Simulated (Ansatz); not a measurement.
Run report: Ga26Sb27, single-point calculation (part 2 of 2)

Continued. System: Ga26Sb27 (defect cell, 53 atoms in the cell). Method: DFT PBE, scalar-relativistic, plane waves, PAW, spin-polarised (Ansatz 0.2.0); cutoff 420 eV, 1×1×1 k-mesh, Gaussian smearing of 0.05 eV, collinear spins. The structure derives from an entry of the Crystallography Open Database.

### Log, continued
```
SCF iter   1: F=—  HF=-273431.382222 eV  |F-HF|=—  |Δ(HF+E_count)|=         —  Δρ=5.99e-7 (↑5.92e-7 ↓5.99e-7)  dr2=2.37e-8  dr2_m=3.12e-10  M=2.157 μB ∫|m|=2.209 μB  β_m=0.30  ethr=2.00e-7  ⟨swp⟩=3.0  Hψ=5334  notcnv=0
eigensolver tolerance schedule: the retry pair's looser diagonalisation over-reported the residual by 62614.57 of it (diagonalisation noise at an unbounded share of the residual, at the tolerance the schedule requests for it); recorded, not acted on — ethr = c·dr2/N_el stays at c = 1.0e-1
preconditioner: auto → Kerker (q_TF=auto, 2.415 Å⁻¹)  [metal: Δε(μ)=0.026 eV  Ē_g=11.289 eV  σ=0.050 eV  W_gap=0.28  n_scr=338 (ndim 8)  ℏωp=20.5 eV  f_vac=0.105  D(μ)=59.90/eV (n_scr^D=530)]
spin=Collinear: Kerker preconditioning applied to the charge; magnetization (m = ρ↑ − ρ↓) channel mixes plain (no charge-response kernel on spin).
SCF iter   2: F=—  HF=-273431.382854 eV  |F-HF|=—  |Δ(HF+E_count)|=   6.31e-4  Δρ=2.86e-7 (↑2.86e-7 ↓2.54e-7)  dr2=1.25e-8  dr2_m=2.52e-10  M=2.157 μB ∫|m|=2.209 μB  β_m=0.32  ethr=3.19e-12  ⟨swp⟩=6.0  Hψ=3432  notcnv=0
SCF iter   3: F=-273431.382854 eV  HF=-273431.382854 eV  |F-HF|=1.16e-9  |Δ(HF+E_count)|=  8.73e-10  Δρ=2.26e-7 (↑2.26e-7 ↓1.97e-7)  dr2=9.18e-9  dr2_m=1.75e-10  M=2.157 μB ∫|m|=2.210 μB  ethr=1.68e-12  ⟨swp⟩=1.0  Hψ=1574  notcnv=0
SCF 1 converged in 3 iterations: F = -273431.382854 eV  dr2 = 9.18e-9
  greatest PAW one-centre occupation: 0.996 electrons in one spin orbital (limit 2), on the Sb atom at site 28 (counted from 0), in its partial waves of l = 2
NSCF: frozen V_eff on 1 k-points
SCF converged after 3 iterations
Magnetization: 2.1570 μB (372.5785 up, 370.4215 down)
Absolute magnetization: 2.2046 μB (∫|ρ↑−ρ↓|, with the PAW one-centre terms)
Spin contamination: 0.0487 ħ² per cell (⟨S²⟩ above its minimum at these occupations)
Per-site moments (μB) at R_I (Å): [(0.014359170491754312, 1.0979200359773724), (0.014395994519760376, 1.096940943666723), (0.014035551332304993, 1.0992075874107208), (0.0070122760167017194, 1.0941869863114957), (0.013794492560483079, 1.0987837888380796), (0.01385314624244355, 1.0953950374694457), (0.01385210621494535, 1.0970611629395755), (0.01552771591239331, 1.0914683564559144), (0.013915861248576085, 1.0984878847303556), (0.006981345570802256, 1.09404314471069), (0.013905181368506821, 1.0988769289398477), (0.006957445831213997, 1.094130894451083), (0.006957641890908, 1.0938841716503163), (0.010354009778991556, 1.0939376446294293), (0.01341647879998111, 1.0977197514324322), (0.010362181558639246, 1.093904065662181), (0.01037306132839933, 1.093949914741852), (0.013916906441290866, 1.095942674840665), (0.013655948145746432, 1.096024394591241), (0.015400388886556447, 1.0914773034037035), (0.013343050657447625, 1.0980278842599542), (0.010353484523261647, 1.0939901195102195), (0.01036407987967781, 1.0938505746757121), (0.0153433028920669, 1.0908521981817345), (0.01038084719216878, 1.0939777801920751), (0.01540459847319339, 1.0905307256655987), (0.07963694008900411, 1.0979200359773724), (0.03970391810548712, 1.09404314471069), (0.07775679599406947, 1.096940943666723), (0.0391118879943608, 1.094130894451083), (0.03883891200449022, 1.094132123768544), (0.01568749333192619, 1.0939376446294293), (0.07451403703039851, 1.0953950374694457), (0.015926111912599027, 1.0941620609156668), (0.015997660037571842, 1.0941511217097692), (0.03919107671368784, 1.094243504949442), (0.038904606366028154, 1.0941583860865036), (0.01565462955860789, 1.0940624111782806), (0.038348223335610936, 1.094294349436734), (0.015714218827559464, 1.0938841716503163), (0.015754758347157487, 1.0942175094363011), (0.015749396498787354, 1.093904065662181), (0.015829168641478864, 1.0946461247875328), (0.01587522262107008, 1.093949914741852), (0.07534443402522066, 1.095942674840665), (0.015794708616572062, 1.0941413292855946), (0.01594602109410486, 1.0943610468161311), (0.01574790142565053, 1.0939901195102195), (0.015800971067997823, 1.0947901839262706), (0.01578859959893411, 1.0938505746757121), (0.016066517148748724, 1.0941423571994844), (0.016057041585172592, 1.0939777801920751), (0.010632806916482855, 1.0905307256655987)]
Free energy (F): -273431.382854 eV
Harris-Foulkes:  -273431.382854 eV  (|F-HF|=1.16e-9)
Internal energy: -273431.307978 eV  (E = F + TS)
E sigma→0 (E₀):  -273431.345416 eV
Entropy (-TS):   -0.074876 eV (-1.413 meV/atom)
Fermi energy:    7.735744 eV
--- Per-component energies (eV) ---
  E_band       = -7021.468446
  E_kinetic    = 8630.424887
  E_local      = -104220.160930  (includes V_loc(G=0)·N_el)
  E_nonlocal   = 20847.637612
  E_hartree    = 47968.524129
  E_xc         = -5525.219793
  E_vxc        = -4095.799064  (∫ρ·V_xc dr)
  E_paw        = -175286.817694  (= ΣΔE_a)
  E_vpaw       = -24120.612549  (= ΣTr[D̂ρ^β])
  E_aug_tail   = -0.002699  (compensation charges beyond the density's cutoff)
  E_ewald      = -65845.693488
  E_smearing   = -0.074876  (= −TS)
  E_closure    = -0.000000  (closes the sum)
  Σ components = -273431.382854   (vs F -273431.382854, Δ=0.00e0)
--- Forces (eV/Å), atoms counted from 1 ---
  atom   1  Ga    -0.01634600     0.00360327    -0.00487931
  atom   2  Ga     0.00021193    -0.00074866    -0.01170909
  atom   3  Ga    -0.01241289    -0.00091084    -0.00680835
  atom   4  Ga    -0.00092537     0.00785725     0.01107438
  atom   5  Ga     0.00997746    -0.00400611    -0.00602528
  atom   6  Ga    -0.01885773    -0.02562980    -0.01036586
  atom   7  Ga     0.01555828     0.00499322    -0.01365625
  atom   8  Ga    -0.00360344     0.00903388     0.00649359
  atom   9  Ga    -0.00449414    -0.00115077    -0.01454695
  atom  10  Ga     0.00189469    -0.00351811     0.01089410
  atom  11  Ga     0.00065951     0.00412429    -0.01132466
  atom  12  Ga     0.01242369     0.01116194    -0.00224421
  atom  13  Ga    -0.01309234    -0.01074010    -0.00707005
  atom  14  Ga    -0.00007752     0.00025200     0.00517756
  atom  15  Ga    -0.01689667    -0.00073172     0.01253852
  atom  16  Ga     0.00402968     0.00167576     0.00304049
  atom  17  Ga     0.00105592     0.00811767    -0.00222218
  atom  18  Ga    -0.01211428    -0.00211927    -0.01541894
  atom  19  Ga     0.00445675     0.01748697    -0.02027986
  atom  20  Ga     0.00311917    -0.00457625     0.00081270
  atom  21  Ga     0.00505055    -0.00792107     0.00511231
  atom  22  Ga     0.00887164    -0.00669802    -0.00158799
  atom  23  Ga    -0.00197815    -0.00212377     0.00213732
  atom  24  Ga     0.00672867    -0.00189392    -0.00000574
  atom  25  Ga     0.00199792    -0.00090612     0.00036990
  atom  26  Ga    -0.00249645    -0.00245406    -0.00242893
  atom  27  Sb     0.04268402     0.02452759     0.03948611
  atom  28  Sb     0.00158773    -0.00140406     0.03259256
  atom  29  Sb    -0.02642872    -0.02767541     0.04768143
  atom  30  Sb    -0.00116274     0.03514426    -0.01067392
  atom  31  Sb    -0.03706635    -0.01240355     0.00358533
  atom  32  Sb     0.01174172    -0.00462765     0.00738064
  atom  33  Sb    -0.01438959     0.03740625    -0.01458042
  atom  34  Sb     0.00639168     0.00076816    -0.00828961
  atom  35  Sb    -0.00287477    -0.00981953    -0.00526719
  atom  36  Sb     0.04121153     0.01232378     0.00764949
  atom  37  Sb    -0.00225634    -0.03964302    -0.00488222
  atom  38  Sb    -0.00757992     0.00484440     0.00619624
  atom  39  Sb    -0.00531975     0.00278169    -0.04251763
  atom  40  Sb     0.00437902     0.00921878     0.00471020
  atom  41  Sb    -0.00442830    -0.00811439     0.00411132
  atom  42  Sb    -0.00099473     0.00805974     0.00490796
  atom  43  Sb    -0.00526135    -0.00033182    -0.00300689
  atom  44  Sb    -0.00605713     0.00073929     0.00818648
  atom  45  Sb     0.03102434    -0.02687150    -0.00270479
  atom  46  Sb    -0.00186032    -0.00271928     0.00702293
  atom  47  Sb     0.00007002     0.00334547    -0.00223178
  atom  48  Sb     0.00019165     0.00935614     0.00017602
  atom  49  Sb     0.00220280    -0.00075475    -0.00383803
  atom  50  Sb    -0.00103444    -0.00611554    -0.00089078
  atom  51  Sb     0.00249925    -0.00206704     0.00084235
  atom  52  Sb    -0.00156770     0.00269834    -0.00046243
  atom  53  Sb     0.00155919    -0.00084697    -0.00226101
  max |Σ_I F_I| component: 2.93e-6 eV/Å
--- Band table (eV) ---
  k-point 0 ↑: bands = ["-21.1872", "-21.1865", "-21.1862", "-21.1858", "-21.1852", "-21.1845", "-21.1844", "-21.1840", "-21.1836", "-21.1825", ... 181 levels left out ..., "-7.4287", "-7.4283", "-7.4280", "-7.4267", "-7.4256", "-7.4234", "-7.4223", "-7.4214", "-7.4203", "-7.4191", "-7.4184", "-7.4168", "-7.4113", "-7.4111", "-7.4107", "-7.4104", "-7.4093", "-7.4081", "-7.4072", "-7.4062", "-7.4060", "-7.4058", "-7.4053", "-7.4047", "-7.4043", "-7.4040", "-7.4025", "-7.4004", "-7.4002",
      "-7.3994", "-7.3992", "-7.3991", "-7.3983", "-7.3978", "-7.3973", "-7.3972", "-7.3971", "-7.3971", "-7.3959", "-7.3956", "-7.3948", "-7.3919", "-7.3916", "-7.3913", "-7.3899", "-7.3876", "-7.3872", "-7.3868", "-7.3856", "-7.3850", "-7.3750", "-7.3739", "-7.3729", "-7.3725", "-7.3703", "-7.3700", "-7.3688", "-7.3685", "-7.3684", "-7.3676", "-7.3666", "-7.3660", "-7.3650", "-7.3638", "-7.3634", "-7.3629", "-7.3624", "-7.3614", "-7.3608",
      "-7.3601", "-7.3581", "-7.3572", "-7.3561", "-7.3549", "-3.8112", "-2.8638", "-2.8233", "-2.8230", "-2.8229", "-2.7677", "-2.7650", "-2.7627", "-2.6598", "-2.4091", "-2.4090", "-2.3710", "-2.3694", "-2.3681", "-2.2536", "-1.6796", "-1.6794", "-1.6728", "-1.6721", "-1.6712", "-1.6230", "-1.6208", "-1.6186", "-1.5017", "-1.4962", "-1.4903", "-1.4509", "1.1674", "1.1681", "1.1691", "1.1997", "1.2007", "1.2009", "1.2030", "1.2040",
      "1.2673", "1.2692", "1.2709", "1.7444", "2.3333", "2.3336", "2.3345", "2.3519", "2.3524", "2.3885", "2.4333", "2.4370", "2.4407", "2.4430", "2.4878", "2.4916", "2.4949", "3.8784", "3.9133", "3.9144", "3.9152", "3.9171", "3.9182", "3.9185", "3.9290", "3.9291", "4.0362", "4.0374", "4.0390", "4.6108", "5.4448", "5.4460", "5.4462", "5.4618", "5.4625", "5.4638", "5.4801", "5.4817", "5.4826", "5.5311",
      "5.5316", "5.5329", "5.6550", "5.6570", "5.6579", "5.6864", "5.6868", "5.7820", "5.7861", "5.7893", "5.7902", "6.0055", "6.0070", "6.0081", "6.6362", "6.6371", "6.6387", "6.6539", "6.6560", "6.6582", "6.6772", "6.6781", "6.7266", "6.7286", "6.7341", "6.7478", "6.7494", "7.1214", "7.1232", "7.1256", "7.7131", "7.7190", "7.7242", "7.7332", "8.1987", "8.2052", "8.2066", "8.2085", "8.2610", "8.2635",
      "8.2659", "8.4822", "8.5348", "8.5357", "8.6028", "8.6033", "8.6036", "8.8722", "9.1510", "9.1518", "9.2605"]
  k-point 0 ↓: bands = ["-21.1757", "-21.1748", "-21.1745", "-21.1740", "-21.1735", "-21.1724", "-21.1723", "-21.1715", "-21.1710", "-21.1700", ... 181 levels left out ..., "-7.4249", "-7.4245", "-7.4243", "-7.4204", "-7.4200", "-7.4171", "-7.4161", "-7.4159", "-7.4148", "-7.4134", "-7.4127", "-7.4112", "-7.4066", "-7.4063", "-7.4061", "-7.4058", "-7.4048", "-7.4037", "-7.4028", "-7.4021", "-7.4012", "-7.4010", "-7.4007", "-7.4002", "-7.4000", "-7.3991", "-7.3977", "-7.3969", "-7.3966",
      "-7.3960", "-7.3959", "-7.3957", "-7.3948", "-7.3941", "-7.3940", "-7.3938", "-7.3935", "-7.3930", "-7.3902", "-7.3900", "-7.3893", "-7.3874", "-7.3871", "-7.3870", "-7.3844", "-7.3831", "-7.3824", "-7.3813", "-7.3799", "-7.3793", "-7.3707", "-7.3695", "-7.3685", "-7.3681", "-7.3658", "-7.3656", "-7.3652", "-7.3643", "-7.3640", "-7.3632", "-7.3626", "-7.3620", "-7.3605", "-7.3601", "-7.3596", "-7.3591", "-7.3588", "-7.3580", "-7.3573",
      "-7.3567", "-7.3545", "-7.3538", "-7.3526", "-7.3513", "-3.7793", "-2.8337", "-2.7932", "-2.7928", "-2.7926", "-2.7338", "-2.7309", "-2.7286", "-2.6253", "-2.3764", "-2.3763", "-2.3347", "-2.3329", "-2.3312", "-2.1996", "-1.6401", "-1.6395", "-1.6384", "-1.6356", "-1.6354", "-1.6006", "-1.5984", "-1.5960", "-1.4272", "-1.4207", "-1.4128", "-1.3954", "1.1928", "1.1937", "1.1946", "1.2240", "1.2244", "1.2291", "1.2306", "1.2322",
      "1.2982", "1.2998", "1.3013", "1.7820", "2.3602", "2.3607", "2.3617", "2.3813", "2.3817", "2.4104", "2.4626", "2.4701", "2.4730", "2.4748", "2.5234", "2.5261", "2.5287", "3.9015", "3.9367", "3.9373", "3.9381", "3.9383", "3.9392", "3.9392", "3.9638", "3.9640", "4.0843", "4.0853", "4.0867", "4.7275", "5.4782", "5.4791", "5.4794", "5.4963", "5.4964", "5.4972", "5.5173", "5.5181", "5.5185", "5.5569",
      "5.5574", "5.5584", "5.6874", "5.6888", "5.6895", "5.7292", "5.7296", "5.8031", "5.8222", "5.8251", "5.8274", "6.0515", "6.0520", "6.0523", "6.6761", "6.6763", "6.6768", "6.6890", "6.6902", "6.6913", "6.7085", "6.7093", "6.7600", "6.7617", "6.7658", "6.7913", "6.7922", "7.1955", "7.1967", "7.1981", "7.7595", "7.7891", "7.7918", "7.7944", "8.2195", "8.2309", "8.2325", "8.2349", "8.2902", "8.2929",
      "8.2960", "8.5068", "8.5591", "8.5600", "8.6252", "8.6257", "8.6259", "8.8933", "9.1738", "9.1746", "9.2830"]
--- Löwdin populations: 53 sites ---
  site symbol       q [e]    m [muB]
     0     Ga     13.2611     0.0164
     1     Ga     13.2614     0.0167
     2     Ga     13.2606     0.0158
     3     Ga     13.2582     0.0042
     4     Ga     13.2605     0.0154
     5     Ga     13.2613     0.0159
     6     Ga     13.2605     0.0158
     7     Ga     13.2559     0.0286
     8     Ga     13.2613     0.0156
     9     Ga     13.2581     0.0041
    10     Ga     13.2609     0.0156
    11     Ga     13.2584     0.0041
    12     Ga     13.2586     0.0041
    13     Ga     13.2558     0.0140
    14     Ga     13.2607     0.0149
    15     Ga     13.2556     0.0139
    16     Ga     13.2555     0.0138
    17     Ga     13.2612     0.0160
    18     Ga     13.2609     0.0154
    19     Ga     13.2561     0.0283
    20     Ga     13.2603     0.0147
    21     Ga     13.2554     0.0139
    22     Ga     13.2554     0.0139
    23     Ga     13.2558     0.0279
    24     Ga     13.2553     0.0138
    25     Ga     13.2557     0.0280
    26     Sb     14.8116     0.1834
    27     Sb     14.6761     0.0900
    28     Sb     14.8099     0.1785
    29     Sb     14.6764     0.0887
    30     Sb     14.6770     0.0882
    31     Sb     14.6998     0.0288
    32     Sb     14.8068     0.1704
    33     Sb     14.7005     0.0294
    34     Sb     14.7008     0.0295
    35     Sb     14.6762     0.0888
    36     Sb     14.6766     0.0883
    37     Sb     14.6994     0.0288
    38     Sb     14.6771     0.0871
    39     Sb     14.6989     0.0299
    40     Sb     14.6990     0.0300
    41     Sb     14.7001     0.0291
    42     Sb     14.6992     0.0302
    43     Sb     14.7008     0.0294
    44     Sb     14.8073     0.1728
    45     Sb     14.6998     0.0291
    46     Sb     14.7003     0.0294
    47     Sb     14.7000     0.0291
    48     Sb     14.6994     0.0301
    49     Sb     14.7006     0.0292
    50     Sb     14.7011     0.0298
    51     Sb     14.7014     0.0298
    52     Sb     14.6914     0.0153
  spilling = 0.001470 (of n_electrons = 743.000000)
--- Band densities, each state counted as filled ---
  window                                       electrons  max residual (eV)  cut levels
  e_range: [-0.25, 0.25]             4.000000 + 4.000000             3.2e-6           0
  e_range: [-1.2, 0]               20.000000 + 16.000000             3.7e-6           0
  e_range: [0, 1.2]                14.000000 + 18.000000             3.2e-6           0
  e_range: [-0.05, 0.09]             4.000000 + 4.000000             3.2e-6           0
  e_range: [-0.64, -0.51]            3.000000 + 3.000000             2.6e-6           0
  e_range: [0.43, 0.92]            13.000000 + 13.000000             2.6e-6           0
  e_range: [-1.13, -0.91]          13.000000 + 13.000000             3.7e-6           0
```

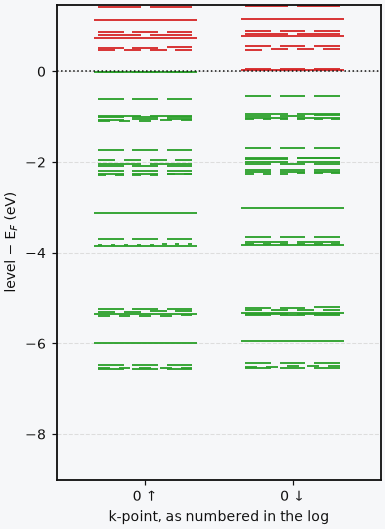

Fig. 1: Kohn–Sham levels near the Fermi level (dotted) at the few k-points that the log prints; levels within 0.02 eV of each other stand side by side. The system is metallic on the full mesh.
